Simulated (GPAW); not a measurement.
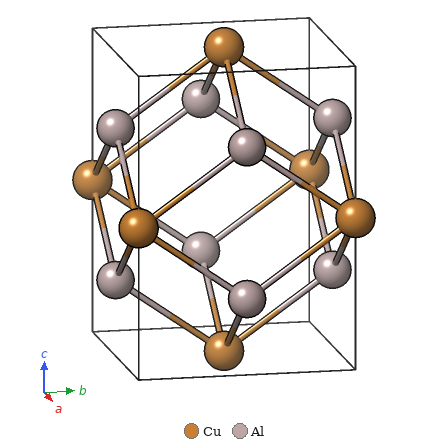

System: Al₂Cu, space group I4/mmm (No. 139). The picture shows the conventional cell.

Input file:
```
from ase import Atoms
from ase.eos import EquationOfState
from ase.io import Trajectory
from ase.units import GPa
from gpaw import GPAW, PW

atoms = Atoms(['Cu', 'Al', 'Al'],
              cell=[[-2.0303375, 2.0303375, 2.851094],
                    [2.0303375, -2.0303375, 2.851094],
                    [2.0303375, 2.0303375, -2.851094]],
              scaled_positions=[[0.5, 0.5, 0.0],
                                [0.25, 0.75, 0.5],
                                [0.75, 0.25, 0.5]],
              pbc=True)

traj = Trajectory('eos.traj', 'w')
volumes, energies = [], []
for x in [0.94, 0.96, 0.98, 1.0, 1.02, 1.04, 1.06]:
    a = atoms.copy()
    a.set_cell(atoms.cell * x**(1 / 3), scale_atoms=True)
    calc = GPAW(mode=PW(600),
                xc='MGGA_X_R2SCAN+MGGA_C_R2SCAN',
                kpts={'size': (8, 8, 8), 'gamma': True},
                occupations={'name': 'fermi-dirac', 'width': 0.05},
                nbands=20,
                convergence={'density': 1e-05, 'energy': 1e-05},
                maxiter=150,
                txt=f'eos-{x:.2f}.txt')
    a.calc = calc
    energies.append(a.get_potential_energy(force_consistent=True))
    volumes.append(a.get_volume())
    p = -a.get_stress()[:3].mean() / GPa
    calc.write(f'eos-{x:.2f}.gpw')
    traj.write(a)
    print(f'{x:.2f} {volumes[-1]:10.4f} A^3 {energies[-1]:14.6f} eV {p:9.3f} GPa', flush=True)

v0, e0, B = EquationOfState(volumes, energies, eos='birchmurnaghan').fit()
print(f'V0 = {v0:.4f} A^3, E0 = {e0:.6f} eV, B0 = {B / GPa:.2f} GPa')
```

Command:
```bash
OMP_NUM_THREADS=1 python run.py
```

Computed with GPAW 26.7.0: PAW DFT in plane waves, on a grid or in atomic orbitals, no spin polarisation; energies at scaled volumes of the given cell, shape and fractions fixed, counted from the fit's minimum, third-order Birch-Murnaghan fit. Level: r2SCAN.

- k mesh: 8×8×8
- occupations: Fermi–Dirac
- smearing width: 0.05 eV
- potentials: GPAW PAW data sets (gpaw data 1.2.1)
- wave cutoff: 600 eV
- program settings: basis pw

Predict the energy and pressure against volume. The volume takes the values 14.73, 15.04, 15.36, 15.67, 15.98, 16.30, 16.61 Å³/atom.

A third-order Birch–Murnaghan fit gives V0 = 15.79 Å³/atom, B0 = 106 GPa and B′ = 4.3. The energy is 26.89 meV/atom at volume 14.73 Å³/atom and 12.85 meV/atom at 16.61 Å³/atom; the lowest computed point is at volume 15.67 Å³/atom (0.32 meV/atom), in a single well. The pressure falls from 8.55 GPa at volume 14.73 Å³/atom to −4.87 GPa at 16.61 Å³/atom, and changes sign near 15.79 Å³/atom.

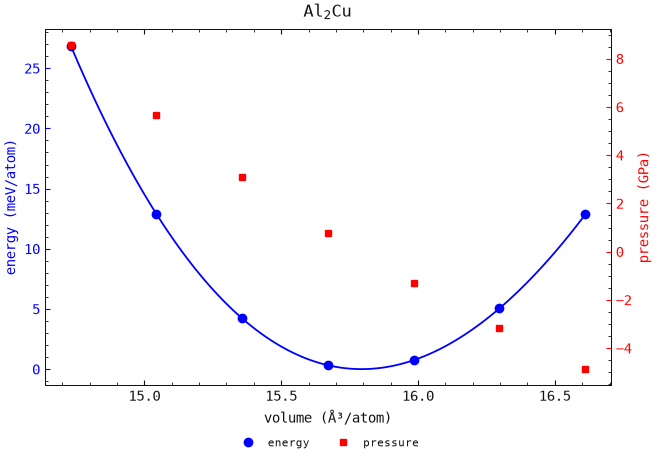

Keep in mind: shape and atomic fractions are frozen while scaling, which makes layered, chain and framework solids too stiff.
